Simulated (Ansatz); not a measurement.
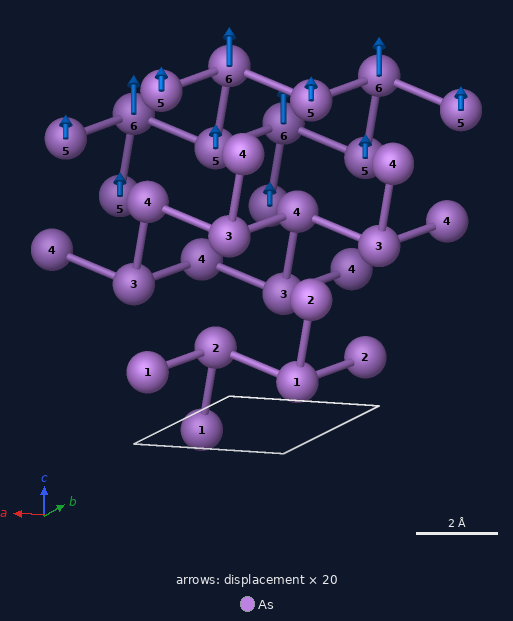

This is a constrained relaxation of a slab of composition As (cut from the R-3m phase). The starting structure is drawn; blue arrows show the displacements, magnified 20 times.

A ball-and-stick model of the cell of the calculation, outlined in the plane, without the vacuum, seen from a free direction.

Case: clean slab, lower half held. The slab is the (0 0 1) face of As. 3 atoms are held fixed.

Theory: DFT PBE+D3(BJ), scalar-relativistic, plane waves, PAW in Ansatz. Settings: plane-wave cutoff 420 eV; k-point mesh 9 × 9 × 1; occupations gaussian; smearing width 0.1 eV; no spin polarisation; dipole correction; atoms relaxed in a fixed cell; force threshold 0.03 eV/Å; at most 70 steps.

> What did the optimiser do to the structure, and how much energy did it gain?

After 2 accepted moves (3 points after the start) the energy has fallen by 3.2 meV per cell of the calculation. The largest force component goes from 0.21 to 0.0048 eV/Å. 1 step only repeated the SCF at the same geometry. As6 moves most: 0.053 Å along the normal (+c). The lattice vectors keep their values. Some distances before and after: As5–As6 2.535 → 2.546 Å. The run took 35 s on 1 thread of Intel(R) Xeon(R) 6975P-C (Granite Rapids), on a shared host, peak memory 0.59 GiB.
